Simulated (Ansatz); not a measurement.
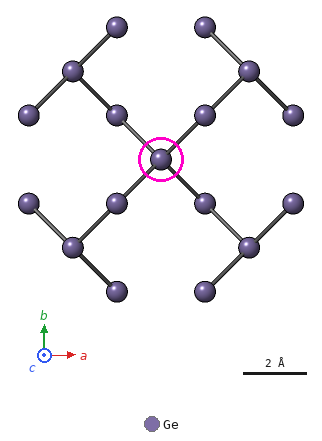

Perfect Ge. The picture is a ball-and-stick view of the atoms within 5.4 Å of one point, in a slice 4.2 Å thick across the line of sight, seen along the c axis.

Theory: DFT, PBEsol, PAW, plane waves (Ansatz 0.2.0). Set-up: plane-wave cutoff 420 eV; k-point mesh 1 × 1 × 1; mesh shifted by (0.25, 0.25, 0.25); collinear spin. Fermi-Dirac smearing of 0.01 eV. A uniform background neutralises the charged cell. The axes drawn are those of the host's conventional cell.

A germanium atom is replaced by selenium at the ringed place, in charge state −1. The supercell has 64 sites, and the atoms are relaxed at the host's cell.

Q: How do the neighbours respond?

A: In the host the Ge atom has 4 Ge at 2.46 Å; the Se atom ends with 4 Ge at 2.59 to 2.61 Å. Of the host's atoms, a germanium atom moves furthest from its site, by 0.19 Å. The Se atom itself moves 0.08 Å from where it was put. The cell's net moment is 0.93 μB.

The relaxed defect, seen from the same direction:

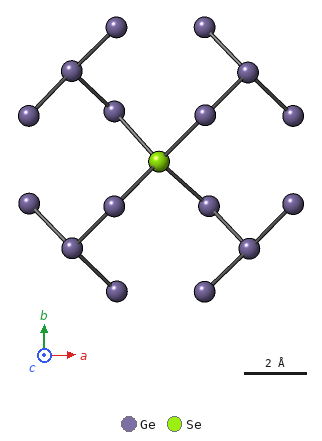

Limits of the set-up: the cell is charged, on a uniform background, and energies carry no finite-size correction.
